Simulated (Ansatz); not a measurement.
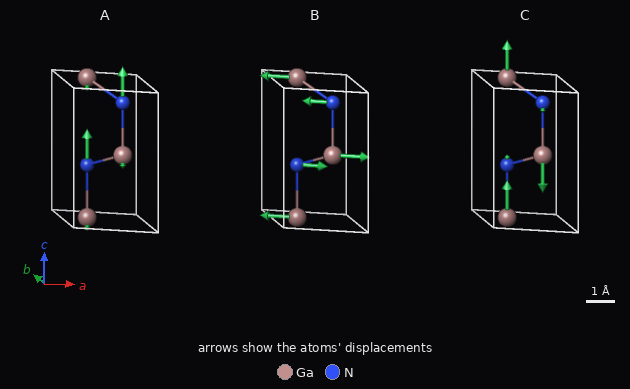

Three optical modes of a crystal of GaN relaxed at 8 GPa at the zone centre, in no order (one member of each degenerate set). The green arrows are the displacements of the atoms (eigenvector over the root of the mass), of arbitrary overall length and sign. The picture is a ball-and-stick view of the cell of the calculation, seen slightly off an axis.

Computed with DFT PBE, scalar-relativistic, plane waves, PAW (Ansatz). Settings: plane-wave cutoff 420 eV; k-point mesh 12 × 12 × 6; occupations fixed; target pressure 8 GPa; no spin polarisation.

Frequencies are those without the non-analytic (LO–TO) term.

Q: Order them from the lowest to the highest frequency (imaginary ones first).

A: B (134 cm⁻¹), C (333 cm⁻¹), A (536 cm⁻¹). B, E₂: All motion is along a; atoms of one kind move against one another, with no net shift of any sublattice; it mainly bends the Ga–N bonds; the kinetic energy is shared as Ga 88 %, N 12 %. C, B₁: All motion is along c; atoms of one kind move against one another, with no net shift of any sublattice. A, A₁: The N sublattice moves against the Ga sublattice, along c; it stretches the shortest Ga–N bonds (1.95 Å); the kinetic energy is shared as N 83 %, Ga 17 %.
